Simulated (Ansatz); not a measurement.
Sn8H

Input file:

```
crystal:
  lattice:
    - [-3.4391701306, 3.4391701306, 4.859099973]
    - [3.4391701306, -3.4391701306, 4.859099973]
    - [3.4391701306, 3.4391701306, -4.859099973]
  atoms:
    - { symbol: Sn, position: [-0.005385027, -0.0155426388, -0.0101576118] }
    - { symbol: Sn, position: [0.0002182156, -0.0002655736, 0.5004837892] }
    - { symbol: Sn, position: [-0.0047725848, 0.505385027, -0.0101576118] }
    - { symbol: Sn, position: [-0.005385027, 0.5047725848, 0.5101576118] }
    - { symbol: Sn, position: [0.4992506372, -0.0002655736, -0.0004837892] }
    - { symbol: Sn, position: [0.5002655736, 0.0007493628, 0.5004837892] }
    - { symbol: Sn, position: [0.5002655736, 0.4997817844, -0.0004837892] }
    - { symbol: Sn, position: [0.5155426388, 0.505385027, 0.5101576118] }
    - { symbol: H, position: [0.125, 0.375, 0.25] }
basis:
  ecutwfc: 420
kpoints:
  mp_grid: { grid: [6, 6, 6] }
hamiltonian:
  xc: pbe
scf:
  occupations: { method: gaussian, width: 0.1 }
output:
  forces: true
  stress: true
  eigenvalues: true
  write_density: true
  write_potential: true
  elf: true
  volumetric_format: npy
relax:
  adjacent_minimum: "off"
  f_tol: 0.025
  max_steps: 70
  cell: { stress_tol: 0.12 }
```

Command:

```sh
ansatz run input.yaml --threads 2 --pin off --max-ram 5120MiB --backend cpu --events-out ev --progress --plain --runs-dir out
```

Below, planes, directions and counts refer to the standardised cell (a = 9.73 Å, b = 9.73 Å, c = 9.72 Å, α = 90.00°, β = 90.00°, γ = 90.00°).

The fields are those of the relaxed geometry.

Space group I-4m2; computed without spin polarisation.

Computed with DFT PBE, scalar-relativistic, plane waves, PAW (Ansatz 0.2.0).

**Predict the valence pseudo-density and electron localisation function between the atoms.**

Sn–H (2.19 Å): ρ is about 0.4 e/Å³ halfway; the ELF climbs to about 1 towards the hydrogen.

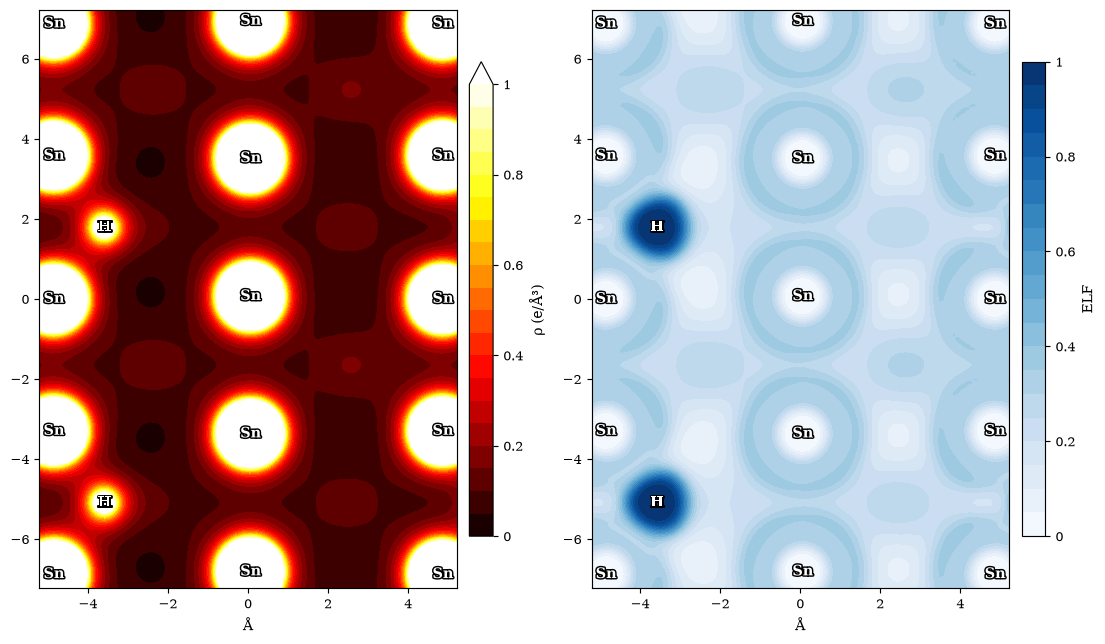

Computed valence pseudo-density and electron localisation function on the (110) plane of the standardised cell, in this order. 

Core electrons are frozen (PAW), and the valence fields are smoothed inside the atomic spheres.
